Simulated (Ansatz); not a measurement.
# Geometry relaxation, with input and output: TiSi₂ (part 3 of 3)

TiSi₂ (slab, 18 atoms in the cell); DFT PBE, scalar-relativistic, plane waves, PAW, no spin polarisation (Ansatz 0.2.0); cutoff 420 eV, 8×8×1 k-mesh, Gaussian smearing of 0.1 eV. The structure derives from a Materials Project entry. It belongs to a series of runs on one base structure; here: (0 0 1) slab, atoms relaxed.

Geometry of the input (Å; fractional positions):
```
4.7828  0.0000  0.0000
-2.3670  4.1560  0.0000
0.0000  0.0000  25.7005
Ti 0.5000  0.0000  0.2918
Si 0.1631  0.3369  0.2918
Si 0.8369  0.6631  0.2918
Ti 0.0000  0.0000  0.3751
Si 0.6631  0.3369  0.3751
Si 0.3369  0.6631  0.3751
Ti 0.0000  0.5000  0.4584
Si 0.6631  0.8369  0.4584
Si 0.3369  0.1631  0.4584
Ti 0.5000  0.5000  0.5416
Si 0.1631  0.8369  0.5416
Si 0.8369  0.1631  0.5416
Ti 0.5000  0.0000  0.6249
Si 0.1631  0.3369  0.6249
Si 0.8369  0.6631  0.6249
Ti 0.0000  0.0000  0.7082
Si 0.6631  0.3369  0.7082
Si 0.3369  0.6631  0.7082
```

**Output, continued**
```
  k-point 0: bands = ["-52.3794", "-52.3794", "-51.9025", "-51.9024", "-51.7783", "-51.7641", "-28.8151", "-28.8151", "-28.6406", "-28.6406", "-28.5907", "-28.5907", "-28.2529", "-28.2511", "-28.2284", "-28.2279", "-28.1904", "-28.1879", "-28.1377", "-28.1297", "-28.0855", "-28.0779", "-28.0606", "-28.0435", "-7.9118", "-7.4093", "-6.5606", "-5.3771", "-4.0430", "-2.7383", "-1.2698", "-1.0491", "-0.7205", "-0.6559", "-0.6292", "-0.4240", "-0.2968", "-0.0287", "-0.0110", "0.2441", "0.5522", "0.7503", "1.0134", "1.1524", "1.3087", "1.6834", "1.6927", "1.9027", "2.4220", "2.4759", "2.4849", "2.6209", "2.7704", "2.7816", "3.1346", "3.2834", "3.3480", "3.3670", "3.4237", "3.4362", "4.6713", "4.7381", "4.7591", "4.9339", "4.9382", "5.4470", "5.5032", "5.5035", "5.7966", "6.2204", "7.4408", "7.4615", "7.5338", "7.5511", "7.6009", "7.6317", "7.6587", "7.6884"]
  k-point 1: bands = ["-52.3794", "-52.3794", "-51.9024", "-51.9024", "-51.7783", "-51.7642", "-28.8150", "-28.8150", "-28.6412", "-28.6412", "-28.5909", "-28.5909", "-28.2534", "-28.2520", "-28.2292", "-28.2286", "-28.1906", "-28.1893", "-28.1351", "-28.1305", "-28.0864", "-28.0768", "-28.0605", "-28.0438", "-7.7840", "-7.2890", "-6.4595", "-5.2774", "-3.9677", "-2.6697", "-1.9992", "-1.9428", "-1.0480", "-0.8909", "-0.8367", "-0.6048", "-0.3541", "-0.3040", "-0.2171", "0.7487", "0.9504", "1.0091", "1.3519", "1.4814", "1.6137", "1.8127", "1.9801", "2.0833", "2.2350", "2.3653", "2.4132", "2.6565", "2.8558", "3.0588", "3.2061", "3.2462", "3.3411", "3.3984", "3.4596", "3.7545", "4.5510", "4.6586", "4.6997", "4.7098", "4.9327", "5.3510", "5.3769", "5.5225", "5.7849", "6.1679", "6.9209", "7.2317", "7.3116", "7.3468", "7.3532", "7.3834", "7.4753", "7.4944"]
  k-point 2: bands = ["-52.3793", "-52.3793", "-51.9023", "-51.9023", "-51.7783", "-51.7643", "-28.8149", "-28.8149", "-28.6426", "-28.6426", "-28.5913", "-28.5913", "-28.2547", "-28.2541", "-28.2321", "-28.2293", "-28.1920", "-28.1912", "-28.1321", "-28.1295", "-28.0886", "-28.0742", "-28.0604", "-28.0446", "-7.4127", "-6.9449", "-6.1939", "-5.0100", "-3.8332", "-3.0211", "-2.9892", "-2.5284", "-1.7751", "-1.6007", "-1.3910", "-1.2786", "-0.3980", "-0.3313", "-0.2242", "0.6784", "0.7654", "1.3677", "1.5080", "1.6599", "1.7496", "1.9867", "2.1448", "2.2559", "2.4566", "2.7080", "2.9131", "3.0296", "3.2498", "3.3146", "3.4181", "3.4200", "3.6010", "3.6027", "3.7186", "4.1315", "4.3514", "4.6217", "4.6370", "4.9854", "5.0823", "5.1027", "5.3037", "5.6190", "5.6374", "5.9472", "6.5137", "6.7578", "6.9215", "6.9993", "7.0513", "7.1115", "7.2298", "7.2661"]
  k-point 33: bands = ["-52.3792", "-52.3792", "-51.9022", "-51.9022", "-51.7714", "-51.7714", "-28.8167", "-28.8167", "-28.6433", "-28.6433", "-28.5936", "-28.5936", "-28.2534", "-28.2534", "-28.2368", "-28.2368", "-28.1920", "-28.1920", "-28.1374", "-28.1374", "-28.0761", "-28.0761", "-28.0467", "-28.0467", "-5.9358", "-5.9358", "-5.4842", "-5.4842", "-4.7293", "-4.7293", "-3.6671", "-3.6671", "-2.5286", "-2.5286", "-1.4498", "-1.4498", "0.0192", "0.0192", "0.4043", "0.4043", "0.7164", "0.7164", "1.4544", "1.4544", "1.7885", "1.7885", "2.4899", "2.4899", "2.8600", "2.8600", "3.3310", "3.3310", "3.5997", "3.5997", "3.6606", "3.6606", "3.7259", "3.7259", "3.9437", "3.9437", "4.4552", "4.4552", "5.2691", "5.2691", "5.5966", "5.5966", "5.7907", "5.7907", "6.4263", "6.4263", "6.7637", "6.7637", "7.0991", "7.0991", "7.2463", "7.2463", "7.4414", "7.4414"]
--- Relaxed structure (6 steps of the walk, 6 accepted, 0 SCFs on fresh bases) ---
  F+E_penalty+E_count = -22633.07158079 eV   max|allowed force component| = 1.663e-3 eV/Å
  atoms:
    - { symbol: Ti, position: [0.5, 0.0, 0.2920875077273209] }
    - { symbol: Si, position: [0.17382894896702394, 0.3586381147641677, 0.29215155350232697] }
    - { symbol: Si, position: [0.8261710510329761, 0.6413618852358325, 0.29215155350232697] }
    - { symbol: Ti, position: [0.0, 0.0, 0.37403922200917] }
    - { symbol: Si, position: [0.6623283805000385, 0.3358827654590289, 0.3755112791829841] }
    - { symbol: Si, position: [0.3376716194999614, 0.6641172345409713, 0.3755112791829841] }
    - { symbol: Ti, position: [0.0, 0.5, 0.45876310112710306] }
    - { symbol: Si, position: [0.6655411409986074, 0.8396196076615992, 0.45858607369764953] }
    - { symbol: Si, position: [0.3344588590013926, 0.16038039233840085, 0.45858607369764953] }
    - { symbol: Ti, position: [0.5, 0.5, 0.5412368991539841] }
    - { symbol: Si, position: [0.1655411395813579, 0.839619601214112, 0.5414139265762701] }
    - { symbol: Si, position: [0.8344588604186419, 0.16038039878588792, 0.5414139265762701] }
    - { symbol: Ti, position: [0.5, 0.0, 0.6259607776301044] }
    - { symbol: Si, position: [0.16232837093162736, 0.33588275610829876, 0.624488719745965] }
    - { symbol: Si, position: [0.8376716290683726, 0.6641172438917013, 0.624488719745965] }
    - { symbol: Ti, position: [0.0, 0.0, 0.7079124926710624] }
    - { symbol: Si, position: [0.673828955005263, 0.35863811248997635, 0.7078484471354318] }
    - { symbol: Si, position: [0.32617104499473715, 0.6413618875100238, 0.7078484471354318] }
```

**Trajectory as extended XYZ (Å, eV, eV/Å), 6 frames, from step=1 to step=6**
```
18
Lattice="4.7828 0.0000 0.0000 -2.3670 4.1560 0.0000 0.0000 0.0000 25.7005" Properties=species:S:1:pos:R:3:forces:R:3 step=1 energy=-22633.03548
Ti    2.3914    0.0000    7.5000    0.0000   0.0000  -0.0979
Si   -0.0176    1.4003    7.5000   -0.0178   0.2129  -0.0509
Si    2.4334    2.7557    7.5000    0.0178  -0.2129  -0.0509
Ti    0.0000    0.0000    9.6401    0.0000   0.0000   0.1417
Si    2.3738    1.4003    9.6401   -0.0094   0.0391  -0.0633
Si    0.0420    2.7557    9.6401    0.0094  -0.0391  -0.0633
Ti   -1.1835    2.0780   11.7802    0.0000   0.0000   0.1020
Si    1.1903    3.4783   11.7802    0.0016   0.0448   0.1497
Si    1.2255    0.6777   11.7802   -0.0016  -0.0448   0.1497
Ti    1.2079    2.0780   13.9203    0.0000   0.0000  -0.1020
Si   -1.2011    3.4783   13.9203    0.0016   0.0448  -0.1497
Si    3.6169    0.6777   13.9203   -0.0016  -0.0448  -0.1497
Ti    2.3914    0.0000   16.0604    0.0000   0.0000  -0.1417
Si   -0.0176    1.4003   16.0604   -0.0094   0.0391   0.0633
Si    2.4334    2.7557   16.0604    0.0094  -0.0391   0.0633
Ti    0.0000    0.0000   18.2005    0.0000   0.0000   0.0979
Si    2.3738    1.4003   18.2005   -0.0178   0.2129   0.0509
Si    0.0420    2.7557   18.2005    0.0178  -0.2129   0.0509
18
Lattice="4.7828 0.0000 0.0000 -2.3670 4.1560 0.0000 0.0000 0.0000 25.7005" Properties=species:S:1:pos:R:3:forces:R:3 step=2 energy=-22633.05313
Ti    2.3914    0.0000    7.4796    0.0000   0.0000   0.0372
Si   -0.0182    1.4183    7.4904   -0.0164   0.1073   0.0243
Si    2.4340    2.7377    7.4904    0.0164  -0.1073   0.0243
Ti    0.0000    0.0000    9.6438    0.0000   0.0000  -0.0509
Si    2.3721    1.3987    9.6334   -0.0108   0.0298  -0.0295
Si    0.0437    2.7573    9.6334    0.0108  -0.0298  -0.0295
Ti   -1.1835    2.0780   11.7812    0.0000   0.0000  -0.0074
Si    1.1890    3.4798   11.7874    0.0112   0.0358   0.0358
Si    1.2268    0.6762   11.7874   -0.0112  -0.0358   0.0358
Ti    1.2079    2.0780   13.9193    0.0000   0.0000   0.0074
Si   -1.2024    3.4798   13.9130    0.0112   0.0358  -0.0358
Si    3.6182    0.6762   13.9130   -0.0112  -0.0358  -0.0358
Ti    2.3914    0.0000   16.0567    0.0000   0.0000   0.0509
Si   -0.0193    1.3987   16.0671   -0.0108   0.0298   0.0295
Si    2.4351    2.7573   16.0671    0.0108  -0.0298   0.0295
Ti    0.0000    0.0000   18.2208    0.0000   0.0000  -0.0372
Si    2.3732    1.4183   18.2101   -0.0164   0.1073  -0.0243
Si    0.0426    2.7377   18.2101    0.0164  -0.1073  -0.0243
18
Lattice="4.7828 0.0000 0.0000 -2.3670 4.1560 0.0000 0.0000 0.0000 25.7005" Properties=species:S:1:pos:R:3:forces:R:3 step=3 energy=-22633.06202
Ti    2.3914    0.0000    7.4842    0.0000   0.0000   0.0336
Si   -0.0203    1.4399    7.4935   -0.0067   0.0511   0.0329
Si    2.4361    2.7161    7.4935    0.0067  -0.0511   0.0329
Ti    0.0000    0.0000    9.6391    0.0000   0.0000  -0.0956
Si    2.3691    1.4011    9.6354    0.0035  -0.0054   0.0046
Si    0.0467    2.7550    9.6354   -0.0035   0.0054   0.0046
Ti   -1.1835    2.0780   11.7832    0.0000   0.0000  -0.0220
Si    1.1912    3.4843   11.7904    0.0019   0.0065  -0.0139
Si    1.2246    0.6717   11.7904   -0.0019  -0.0065  -0.0139
Ti    1.2079    2.0780   13.9172    0.0000   0.0000   0.0220
Si   -1.2002    3.4843   13.9100    0.0019   0.0065   0.0139
Si    3.6160    0.6717   13.9100   -0.0019  -0.0065   0.0139
Ti    2.3914    0.0000   16.0613    0.0000   0.0000   0.0956
Si   -0.0223    1.4011   16.0651    0.0035  -0.0054  -0.0046
Si    2.4381    2.7550   16.0651   -0.0035   0.0054  -0.0046
Ti    0.0000    0.0000   18.2162    0.0000   0.0000  -0.0336
Si    2.3711    1.4399   18.2070   -0.0067   0.0511  -0.0329
Si    0.0447    2.7161   18.2070    0.0067  -0.0511  -0.0329
18
Lattice="4.7828 0.0000 0.0000 -2.3670 4.1560 0.0000 0.0000 0.0000 25.7005" Properties=species:S:1:pos:R:3:forces:R:3 step=4 energy=-22633.06967
Ti    2.3914    0.0000    7.4942    0.0000   0.0000   0.0420
Si   -0.0231    1.4772    7.5013    0.0189  -0.0088   0.0217
Si    2.4389    2.6788    7.5013   -0.0189   0.0088   0.0217
Ti    0.0000    0.0000    9.6222    0.0000   0.0000  -0.0779
Si    2.3685    1.3986    9.6441    0.0146  -0.0106   0.0146
Si    0.0473    2.7574    9.6441   -0.0146   0.0106   0.0146
Ti   -1.1835    2.0780   11.7905    0.0000   0.0000  -0.0540
Si    1.1947    3.4896   11.7873   -0.0037  -0.0101  -0.0093
Si    1.2211    0.6664   11.7873    0.0037   0.0101  -0.0093
Ti    1.2079    2.0780   13.9100    0.0000   0.0000   0.0540
Si   -1.1967    3.4896   13.9132   -0.0037  -0.0101   0.0093
Si    3.6125    0.6664   13.9132    0.0037   0.0101   0.0093
Ti    2.3914    0.0000   16.0782    0.0000   0.0000   0.0779
Si   -0.0229    1.3986   16.0563    0.0146  -0.0106  -0.0146
Si    2.4387    2.7574   16.0563   -0.0146   0.0106  -0.0146
Ti    0.0000    0.0000   18.2063    0.0000   0.0000  -0.0420
Si    2.3683    1.4772   18.1991    0.0189  -0.0088  -0.0217
Si    0.0475    2.6788   18.1991   -0.0189   0.0088  -0.0217
18
Lattice="4.7828 0.0000 0.0000 -2.3670 4.1560 0.0000 0.0000 0.0000 25.7005" Properties=species:S:1:pos:R:3:forces:R:3 step=5 energy=-22633.07123
Ti    2.3914    0.0000    7.5103    0.0000   0.0000  -0.0193
Si   -0.0139    1.4948    7.5088   -0.0206  -0.0048  -0.0008
Si    2.4297    2.6612    7.5088    0.0206   0.0048  -0.0008
Ti    0.0000    0.0000    9.6103    0.0000   0.0000   0.0105
Si    2.3723    1.3967    9.6516    0.0099  -0.0084   0.0046
Si    0.0435    2.7593    9.6516   -0.0099   0.0084   0.0046
Ti   -1.1835    2.0780   11.7895    0.0000   0.0000   0.0201
Si    1.1962    3.4889   11.7856   -0.0004   0.0075   0.0016
Si    1.2196    0.6671   11.7856    0.0004  -0.0075   0.0016
Ti    1.2079    2.0780   13.9110    0.0000   0.0000  -0.0201
Si   -1.1952    3.4889   13.9149   -0.0004   0.0075  -0.0016
Si    3.6110    0.6671   13.9149    0.0004  -0.0075  -0.0016
Ti    2.3914    0.0000   16.0902    0.0000   0.0000  -0.0105
Si   -0.0191    1.3967   16.0489    0.0099  -0.0084  -0.0046
Si    2.4349    2.7593   16.0489   -0.0099   0.0084  -0.0046
Ti    0.0000    0.0000   18.1901    0.0000   0.0000   0.0193
Si    2.3775    1.4948   18.1916   -0.0206  -0.0047   0.0008
Si    0.0383    2.6612   18.1916    0.0206   0.0047   0.0008
18
Lattice="4.7828 0.0000 0.0000 -2.3670 4.1560 0.0000 0.0000 0.0000 25.7005" Properties=species:S:1:pos:R:3:forces:R:3 step=6 energy=-22633.07158
Ti    2.3914    0.0000    7.5068    0.0000   0.0000  -0.0009
Si   -0.0175    1.4905    7.5084   -0.0015  -0.0014   0.0006
Si    2.4333    2.6655    7.5084    0.0015   0.0014   0.0006
Ti    0.0000    0.0000    9.6130    0.0000   0.0000  -0.0009
Si    2.3727    1.3959    9.6508    0.0004  -0.0004   0.0017
Si    0.0431    2.7601    9.6508   -0.0004   0.0004   0.0017
Ti   -1.1835    2.0780   11.7904    0.0000   0.0000  -0.0009
Si    1.1958    3.4895   11.7859    0.0007  -0.0010  -0.0002
Si    1.2200    0.6665   11.7859   -0.0007   0.0010  -0.0002
Ti    1.2079    2.0780   13.9100    0.0000   0.0000   0.0009
Si   -1.1956    3.4895   13.9146    0.0007  -0.0010   0.0002
Si    3.6114    0.6665   13.9146   -0.0007   0.0010   0.0002
Ti    2.3914    0.0000   16.0875    0.0000   0.0000   0.0009
Si   -0.0186    1.3959   16.0496    0.0004  -0.0004  -0.0017
Si    2.4345    2.7601   16.0496   -0.0004   0.0004  -0.0017
Ti    0.0000    0.0000   18.1937    0.0000   0.0000   0.0009
Si    2.3739    1.4905   18.1920   -0.0015  -0.0014  -0.0006
Si    0.0419    2.6655   18.1920    0.0015   0.0014  -0.0006
```

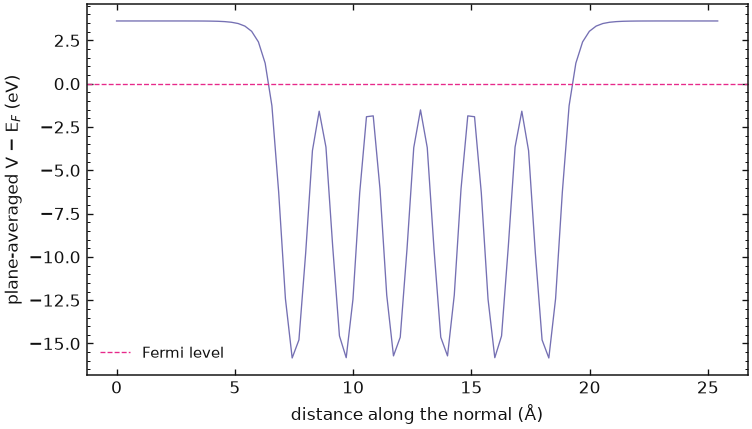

Fig. 1: Plane average of the electrostatic potential energy of an electron across the cell, from the Fermi level. The vacuum level lies 3.62 eV above the Fermi level.

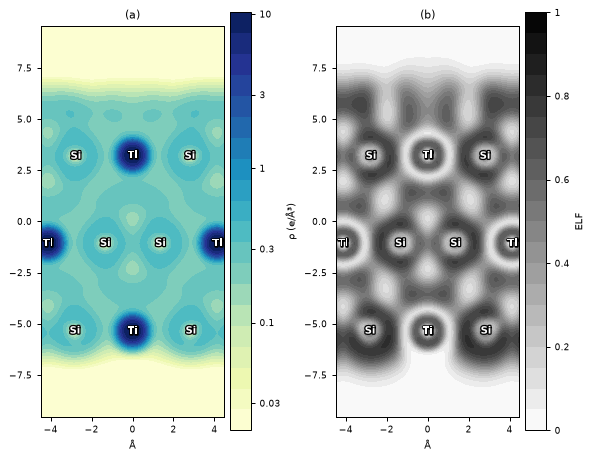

Fig. 2: (a) valence electron density; (b) ELF on the (110) plane of the calculation cell, a cut from vacuum to vacuum. Atoms in the plane: Ti and Si. Si–Si (2.70 Å): the density is about 0.28 e/Å³ at the midpoint; the ELF peaks at about 0.60 between the atoms. The density dies away to nearly zero in the vacuum. The strong features right at Ti lie inside the PAW spheres (semicore, d or f shells) and say nothing about bonding. The fields are those of the smooth PAW valence density.

**Summary**

```tsv
quantity	value
outcome	converged
electrons treated	120
free energy	−22633.0716 eV
work function, top face	3.62 eV
work function, bottom face	3.62 eV
Fermi energy	4.593 eV
gap on the k-point mesh	none (metallic)
final volume	510.86 Å³
work function (upper face)	3.62 eV
largest force (length of the vector) at the end	0.002 eV/Å
wall time	5.3 min (CPU time 21 min)
peak memory	1.8 GiB
```

**Remarks**

Warnings of the run: the exchange-correlation potential is rough where the density is thin.
